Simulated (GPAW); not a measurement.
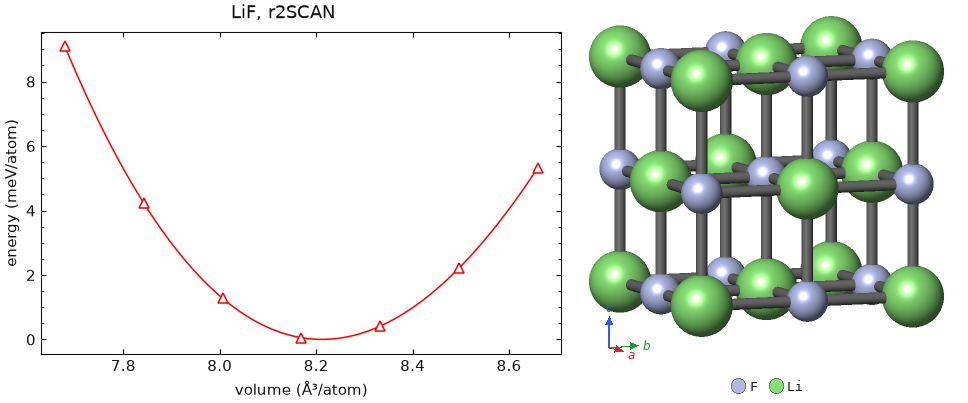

The figure shows the energy against volume for LiF, space group Fm-3m (No. 225). The conventional cell is drawn beside the plot.

Structure:
```
CELL_PARAMETERS angstrom
0.00000 2.01400 2.01400
2.01400 0.00000 2.01400
2.01400 2.01400 0.00000
ATOMIC_POSITIONS crystal
F 0.50000 0.50000 0.50000
Li 0.00000 0.00000 0.00000
```

Computed with GPAW 26.7.0: PAW DFT in plane waves, on a grid or in atomic orbitals, no spin polarisation; energies at scaled volumes of the given cell, shape and fractions fixed, counted from the fit's minimum, third-order Birch-Murnaghan fit. Level: r2SCAN.

```csv
setting,value
k mesh,11×11×11
occupations,Fermi–Dirac
smearing width,0.05 eV
potentials,GPAW PAW data sets (gpaw data 1.2.1)
wave cutoff,800 eV
program settings,basis pw
```

This calculation gives: equilibrium volume 8.21 Å³/atom and bulk modulus 75.9 GPa.

Now the level changes from r2SCAN to LDA. How do these quantities change?

The equilibrium volume falls from 8.21 to 7.78 Å³/atom (−5.2 %) and the bulk modulus rises from 75.9 to 85.7 GPa (+13 %).

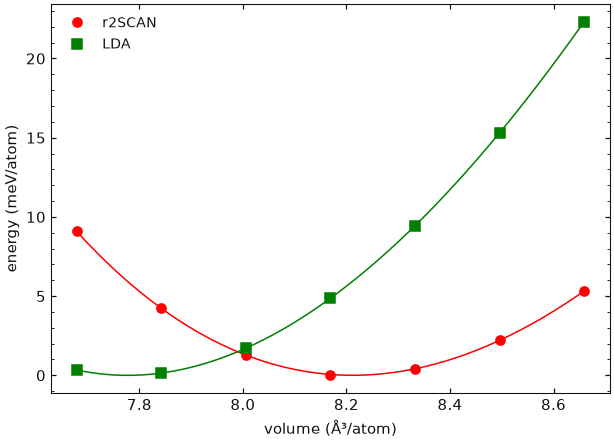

The two results together.

For both, limits of the calculation: the fit and the printed pressures don't fully agree, or the minimum lies near the end of the range.

V0 and the bulk modulus come from third-order Birch–Murnaghan fits.
